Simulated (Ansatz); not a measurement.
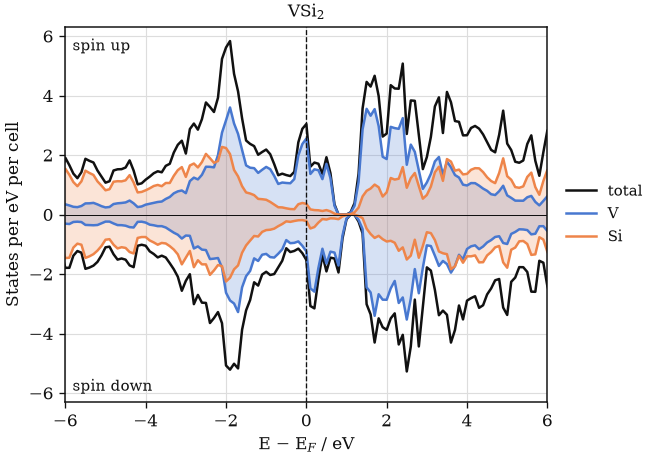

Density of states. Energies are counted from the Fermi level. The partial curves are projected on Löwdin-orthogonalised atomic shells. Spin-down states are drawn negative.

System: VSi$_{2}$, space group P6_422, 9 atoms in the cell.

```yaml
crystal:
  lattice:
    - [4.52921, 0.00000, 0.00000]
    - [-2.26461, 3.92241, 0.00000]
    - [0.00000, 0.00000, 6.32994]
  atoms:
    - { symbol: V, position: [0.50000, 0.00000, 0.00000] }
    - { symbol: V, position: [0.50000, 0.50000, 0.66667] }
    - { symbol: V, position: [0.00000, 0.50000, 0.33333] }
    - { symbol: Si, position: [0.16279, 0.32558, 0.00000] }
    - { symbol: Si, position: [0.83721, 0.16279, 0.66667] }
    - { symbol: Si, position: [0.67442, 0.83721, 0.33333] }
    - { symbol: Si, position: [0.83721, 0.67442, 0.00000] }
    - { symbol: Si, position: [0.16279, 0.83721, 0.66667] }
    - { symbol: Si, position: [0.32558, 0.16279, 0.33333] }
```

Computed with Ansatz 0.2.0: DFT r2SCAN, scalar-relativistic, plane waves, PAW, spin-polarised, 12×12×6 k mesh, 500 eV cutoff, Gaussian smearing of 0.1 eV.

Question: Metal or insulator, and how many states lie at the Fermi level?

Answer: It is a metal. The density of states at the Fermi level is about 4.4 per eV and cell (mean within 0.25 eV), or 0.49 per atom.

Question: What carries the states at the Fermi level?

Answer: By projected weight, the states within 0.3 eV of the Fermi level are V (85 %) and Si (15 %).

Question: Is the cell magnetic? Give the net moment.

Answer: The two spin channels differ: the cell has a net moment of 0.7 μB, with spin up in the majority.

Question: How spin-polarised are the states at the Fermi level?

Answer: At the Fermi level spin up gives about 2.3 and spin down about 2 states per eV, a polarisation (up − down)/(up + down) of about 0.1.

The run may have settled in a state above the lowest, so this need not be the ground state.
